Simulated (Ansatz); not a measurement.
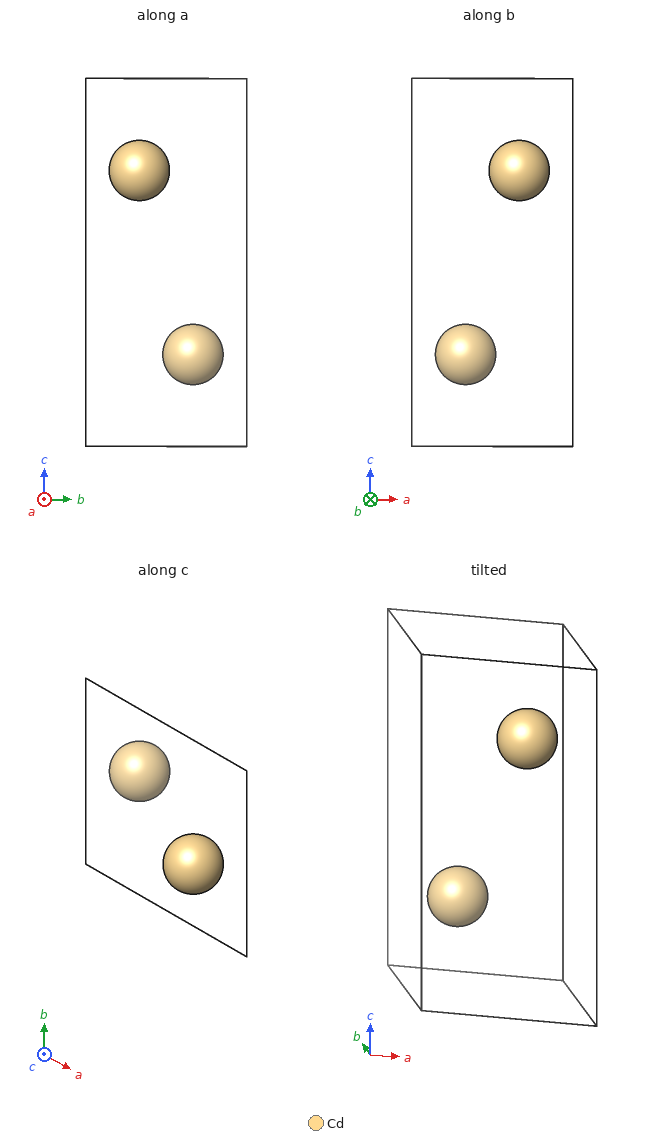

Ball-and-stick drawing of the structure, looking along the a axis, along the b axis, along the c axis and slightly off an axis. The unit cell is drawn as a box.

Lattice parameters: a = 3.041 Å, b = 3.041 Å, c = 6.018 Å, α = 90.04°, β = 90.04°, γ = 119.95°. Put a along x and b in the xy plane.

**Turn the picture into a POSCAR file, with free fractional coordinates to two decimals.**

```
Cd
1.0
     3.041    0.000    0.000
    -1.518    2.635    0.000
    -0.004   -0.007    6.018
Cd
2
Direct
  0.33 0.67 0.25
  0.67 0.33 0.75
```

The initial geometry was a structure type filled with this element by a generator (whether the element takes this form wasn't checked). The final geometry of a relaxation with Ansatz 0.2.0, DFT, revPBE, plane waves (420 eV) with PAW, scalar-relativistic is shown.
